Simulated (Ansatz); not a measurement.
A periodic structure is given below.

```cif
data_structure
_symmetry_space_group_name_H-M 'P 1'
_symmetry_Int_Tables_number 1
_cell_length_a 5.9377
_cell_length_b 5.9377
_cell_length_c 5.9377
_cell_angle_alpha 90.000
_cell_angle_beta 90.000
_cell_angle_gamma 90.000
_cell_volume 209.34
loop_
_atom_site_label
_atom_site_type_symbol
_atom_site_fract_x
_atom_site_fract_y
_atom_site_fract_z
_atom_site_occupancy
In1 In 0.25000 0.25000 0.25000 1
As1 As 0.00000 0.00000 0.00000 1
In2 In 0.25000 0.75000 0.75000 1
As2 As 0.00000 0.50000 0.50000 1
In3 In 0.75000 0.25000 0.75000 1
As3 As 0.50000 0.00000 0.50000 1
In4 In 0.75000 0.75000 0.25000 1
As4 As 0.50000 0.50000 0.00000 1
```

> Give a crystallographic description of this input.

It has the composition InAs. Symmetry: F-43m (No. 216), face-centred cubic lattice. The prototype is zinc blende (sphalerite type). Content of the cell: 4 In, 4 As (Z = 4). The polyhedra are InAs4 tetrahedra; they share corners. Each In atom has four As in a tetrahedral arrangement at 2.57 Å around it. Each As atom has four In in a tetrahedral arrangement at 2.57 Å around it. The bonds build a three-dimensional framework.

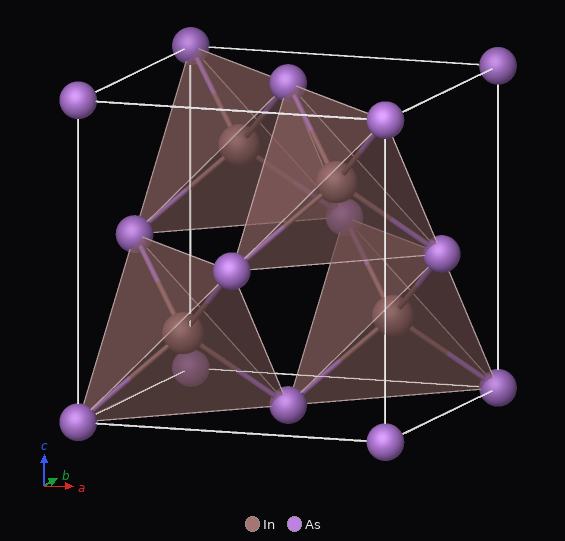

The image is a polyhedral drawing of a crystal, viewed slightly off an axis. One conventional unit cell is outlined, and atoms on its boundary appear in each equivalent place.

The initial geometry was a structure listed in the Materials Project. It was relaxed with DFT PBE, scalar-relativistic, plane waves, PAW in Ansatz 0.2.0 under a constraint or pressure on the cell, so some stress remains.

At this level of theory the cell isn't at rest (compressed, at 8 GPa), so its distances can differ from those at equilibrium, the more so the softer the solid.
